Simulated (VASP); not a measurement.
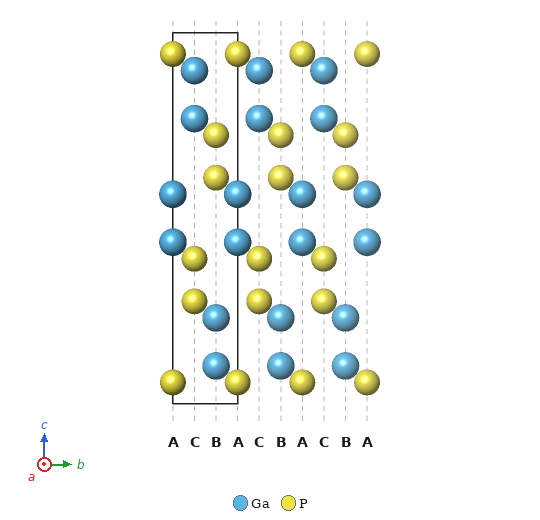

The picture looks along a close-packed row of the hexagonal mesh; c points upwards. The dashed lines mark the three columns A (0, 0), B (1/3, 2/3) and C (2/3, 1/3). The sequence starts with the first layer at or above the cell's origin.

GaP (space group R-3m, No. 166). Coordinates: a cell listed in the Materials Project, as set up for an electronic-structure calculation.

Read off the stacking sequence over one period.

P(A) – Ga(B) – Ga(B) – P(C) – P(C) – Ga(A) – Ga(A) – P(B) – P(B) – Ga(C) – Ga(C) – P(A) (twelve layers in 19.29 Å).

Heights of the layers:

```tsv
layer	atoms (column)	height (Å)	to next (Å)
1	P(A)	1.11	0.86
2	Ga(B)	1.97	2.49
3	Ga(B)	4.46	0.86
4	P(C)	5.32	2.21
5	P(C)	7.54	0.86
6	Ga(A)	8.40	2.49
7	Ga(A)	10.89	0.86
8	P(B)	11.75	2.21
9	P(B)	13.97	0.86
10	Ga(C)	14.83	2.49
11	Ga(C)	17.32	0.86
12	P(A)	18.19	2.21
```
